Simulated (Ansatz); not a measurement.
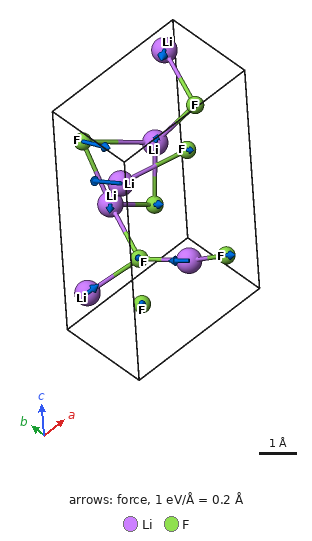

Starting geometry of solid LiF (a generated structure, set up in P1) (coarse preliminary run) with the computed forces as blue arrows. A ball-and-stick model of the cell of the calculation, reduced to other axes, seen slightly off an axis. Lengths and directions refer to the drawn axes.

These are results of DFT PBE, scalar-relativistic, plane waves, PAW in Ansatz 0.2.0, not measurements.

Input file:
```yaml
crystal:
  lattice:
    - [-5.162835426, 0.0136998326, -0.0034621966]
    - [-2.5952173713, 5.2672246939, 0.0736327486]
    - [-2.440942314, -0.0719754588, -5.5151564872]
  atoms:
    - { symbol: Li, position: [0.8356942577, 0.9905750486, 0.9035464261] }
    - { symbol: Li, position: [0.3557342964, 0.9023435183, 0.4326393228] }
    - { symbol: Li, position: [0.6947136439, 0.9333485722, 0.5665417598] }
    - { symbol: Li, position: [0.1841023038, 0.9342146473, 0.0745618165] }
    - { symbol: Li, position: [0.0836793891, 0.2974208454, 0.7814991517] }
    - { symbol: Li, position: [0.6478983045, 0.254065296, 0.1978797454] }
    - { symbol: F, position: [0.5784922945, 0.2326581126, 0.7847507038] }
    - { symbol: F, position: [0.1902132845, 0.1994248962, 0.2470797675] }
    - { symbol: F, position: [0.2524513303, 0.9945234043, 0.7430864561] }
    - { symbol: F, position: [0.7952017371, 0.988584146, 0.225612291] }
    - { symbol: F, position: [0.9413124, 0.6436334113, 0.7668872842] }
    - { symbol: F, position: [0.4405067583, 0.6292081019, 0.275915275] }
basis:
  ecutwfc: 420
kpoints:
  mp_grid: { grid: [4, 4, 4] }
hamiltonian:
  xc: pbe
scf:
  occupations: { method: gaussian, width: 0.1 }
  lower_state_search: "off"
output:
  forces: true
  stress: true
  eigenvalues: true
relax:
  adjacent_minimum: "off"
  f_tol: 0.025
  max_steps: 60
  cell: { stress_tol: 0.25 }
```

Run as
```bash
ansatz run input.yaml --threads 1 --pin off --max-ram 2560MiB --backend cpu --events-out ev --progress --plain --runs-dir out
```

### Is this structure relaxed? If not, where do the atoms go?

It isn't relaxed: the largest force vector, on Li6, is 7.85 eV/Å. The final displacements have little in common with the starting forces (cosine between the two patterns 0.20). Li6 moves most relative to the cell: 1.27 Å roughly along +a. Largest moves by element: Li 1.27 Å, F 0.72 Å. The drawn cell changes as follows: a 5.163 → 5.262 Å (+1.9 %), b 5.848 → 5.445 Å (−6.9 %), c 6.032 → 6.068 Å (+0.6 %), α 78.4° → 90.0°, β 66.1° → 57.4°, γ 64.1° → 64.7°; the volume changes by −15.7 %. Among the contacts that change: Li2–F7 4.079 → 1.884 Å, Li3–F12 4.043 → 2.168 Å, Li3–F8 3.363 → 1.997 Å, Li2–F9 1.826 → 2.964 Å. New bonds form: Li2–F11 (3.06 → 2.07 Å), Li2–F7 (4.08 → 1.88 Å), Li3–F12 (4.04 → 2.17 Å), Li3–F8 (3.36 → 2.00 Å). Bonds break: Li2–F8 (1.97 → 2.89 Å), Li2–F9 (1.83 → 2.96 Å). Bond angles that change, for instance: F10–Li6–F12 159.6° → 103.1°, F7–Li3–F10 117.6° → 172.0°, Li3–F10–Li4 111.5° → 75.7°. The space group stays P1 (No. 1). Over 22 accepted moves (26 points after the start) the energy falls by 385 meV per atom. The largest force component goes from 7.7 to 0.012 eV/Å. The pressure goes from 2.35 to 0.08 GPa. The line search rejected the trial step at point 7 of the run. At 3 points the geometry stayed and the basis and grid were re-selected for the new cell (energy shift of 2.7 meV per atom at most each time). Cost: 9.3 min on 1 thread of Arm Neoverse V2 (shared host), peak memory 0.44 GiB.
